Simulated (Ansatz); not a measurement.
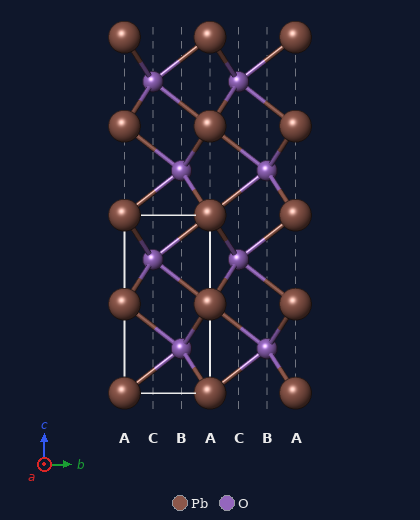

The picture looks along a close-packed row of the hexagonal mesh; c points upwards. The dashed lines mark the three columns A (0, 0), B (1/3, 2/3) and C (2/3, 1/3). The sequence starts with the first layer at or above the cell's origin.

System PbO; source of the atomic positions: coordinates from a relaxation with Ansatz, DFT, PBE, plane waves, PAW; the starting structure was generated, so it need not be a known form of this composition.

### Read off the stacking sequence over one period.

Pb(A) – O(B) – Pb(A) – O(C) (four layers in 6.51 Å).

### How are the O layers alone stacked?

O layers alone: BC, the hexagonal close-packed type.

### Which positions between or in the O layers do the other atoms fill?

Pb: two octahedral sites, counted in one hexagonal cell.

Heights of the layers:

```json
{"layer": "1", "atoms (column)": "Pb(A)", "height (Å)": "0.00", "to next (Å)": "1.63"}
{"layer": "2", "atoms (column)": "O(B)", "height (Å)": "1.63", "to next (Å)": "1.63"}
{"layer": "3", "atoms (column)": "Pb(A)", "height (Å)": "3.25", "to next (Å)": "1.63"}
{"layer": "4", "atoms (column)": "O(C)", "height (Å)": "4.88", "to next (Å)": "1.63"}
```
